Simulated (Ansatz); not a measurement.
A periodic structure is given below.

```cif
data_structure
_symmetry_space_group_name_H-M 'P 1'
_symmetry_Int_Tables_number 1
_cell_length_a 3.9702
_cell_length_b 3.9702
_cell_length_c 3.9702
_cell_angle_alpha 90.000
_cell_angle_beta 90.000
_cell_angle_gamma 90.000
_cell_volume 62.58
loop_
_atom_site_label
_atom_site_type_symbol
_atom_site_fract_x
_atom_site_fract_y
_atom_site_fract_z
_atom_site_occupancy
Pt1 Pt 0.00000 0.00000 0.00000 1
Pt2 Pt 0.00000 0.50000 0.50000 1
Pt3 Pt 0.50000 0.00000 0.50000 1
Pt4 Pt 0.50000 0.50000 0.00000 1
```

> Describe what this structure looks like.

The element is platinum. The lattice is face-centred cubic and the space group Fm-3m (No. 225). Among the common structure types it is face-centred cubic (Cu type). The cell holds four atoms. The Pt atoms are each bonded to twelve Pt in a cuboctahedral arrangement at 2.81 Å. The bonds build a three-dimensional framework.

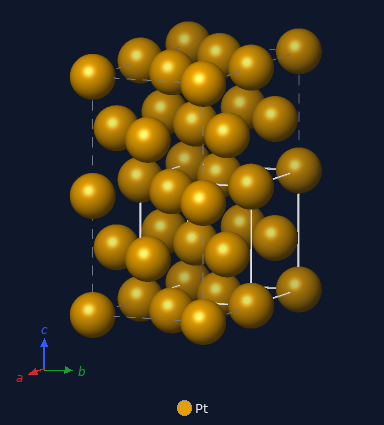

Spheres-only drawing of the structure, looking slightly off an axis. One conventional unit cell is drawn solid; the view covers 2×1×2 cells.

Starting structure: a structure listed in the Materials Project. The geometry was optimised with DFT PBE, scalar-relativistic, plane waves, PAW in Ansatz.
